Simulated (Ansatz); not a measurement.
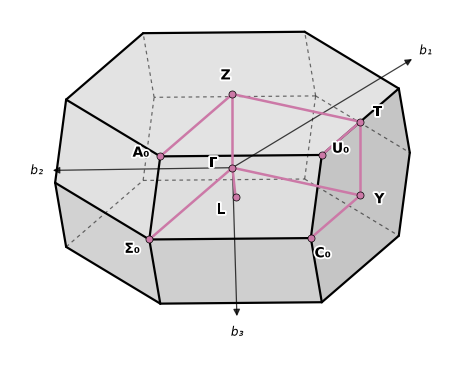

For Mn, coordinates from a relaxation with DFT, PBE, plane waves (420 eV) with PAW, scalar-relativistic (Ansatz); the starting structure was generated, so it need not be a known form of this composition: the first Brillouin zone and its special points. Symmetry computed with spglib at a tolerance of 0.002 Å; standard conventional cell.

Space group No. 70, Fddd, origin choice 1; a = 2.399 Å, b = 4.559 Å, c = 7.984 Å, α = 90.00°, β = 90.00°, γ = 90.00°.

Labels and path follow the convention of Hinuma et al. (2017), as computed by seekpath; the arrows show the directions of the reciprocal primitive vectors b₁, b₂, b₃, in which coordinates are given; lengths include the factor 2π.

### List the special points with their coordinates and distances from Γ.

| point | k₁ | k₂ | k₃ | length of k (1/Å) |
| --- | --- | --- | --- | --- |
| Γ | 0 | 0 | 0 | 0.000 |
| T | 1 | 1/2 | 1/2 | 1.587 |
| Z | 1/2 | 1/2 | 0 | 0.787 |
| Y | 1/2 | 0 | 1/2 | 1.378 |
| Σ₀ | 0 | 0.342 | 0.342 | 1.790 |
| U₀ | 1 | 0.658 | 0.658 | 1.790 |
| A₀ | 1/2 | 0.797 | 0.297 | 1.742 |
| C₀ | 1/2 | 0.203 | 0.703 | 1.742 |
| L | 1/2 | 1/2 | 1/2 | 1.531 |

### What is the zone's volume?

(2π)³ over the primitive cell's volume of 21.83 Å³: 11.4 Å⁻³.
